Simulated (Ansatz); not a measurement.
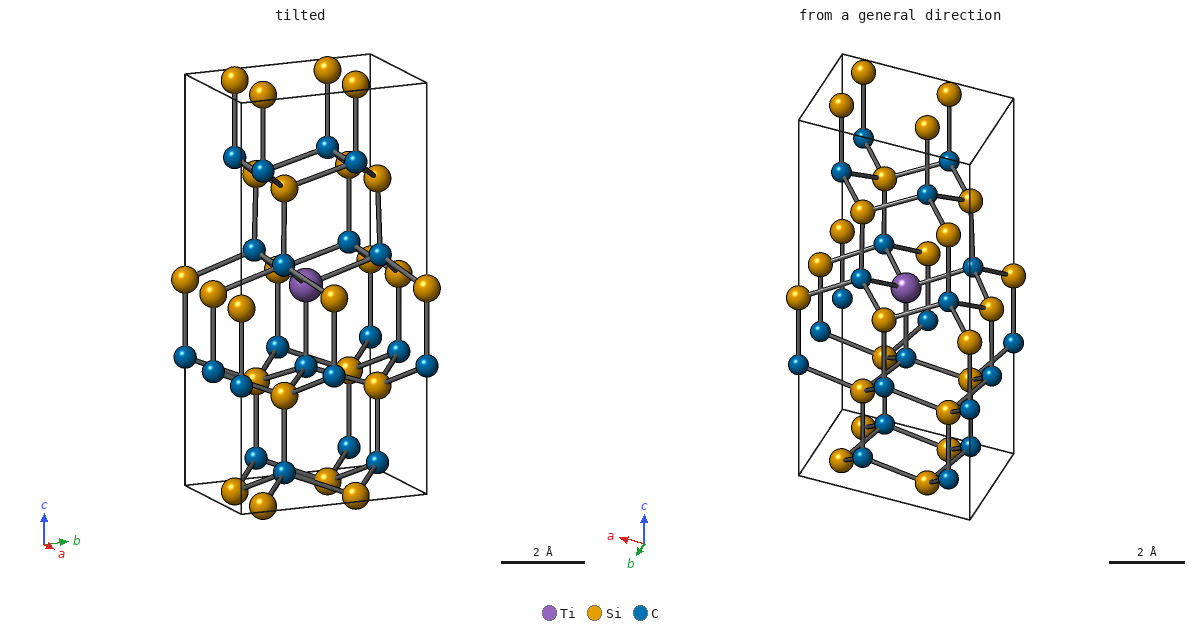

The crystal in a ball-and-stick representation, seen slightly off an axis and from a general direction. The frame is the supercell; atoms at its boundary are shown with their periodic copies. The host is SiC, in a cell of 32 sites, and the cell is neutral.

What kind of defect was put in?

Titanium on a silicon site (a substitutional impurity). It is bonded to four C in a tetrahedral arrangement at about 2.0 Å.

All computed values are from Ansatz 0.2.0, DFT LDA, scalar-relativistic, plane waves, PAW. Settings: wavefunction cutoff 420 eV, k-points on a 2×2×2 grid, Gaussian smearing of 0.01 eV, collinear spins.

Is there a net spin in the supercell?

No net moment.

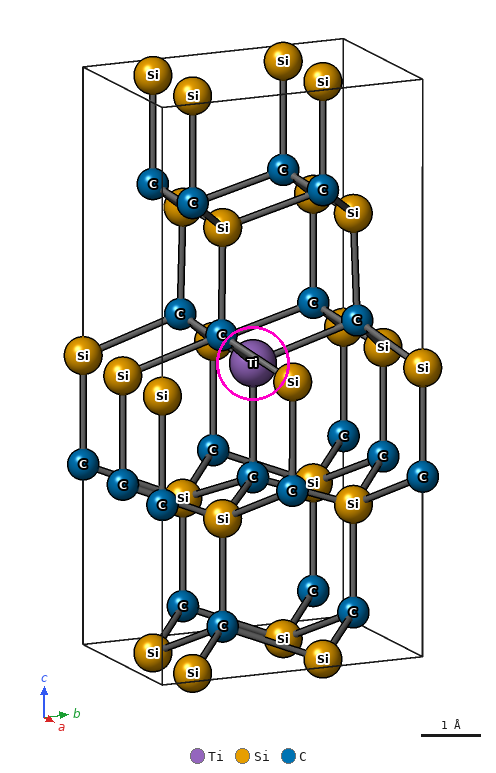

The same cell with a ring at the defect's site.

The atoms were relaxed in the host's cell with DFT LDA, scalar-relativistic, plane waves, PAW in Ansatz.
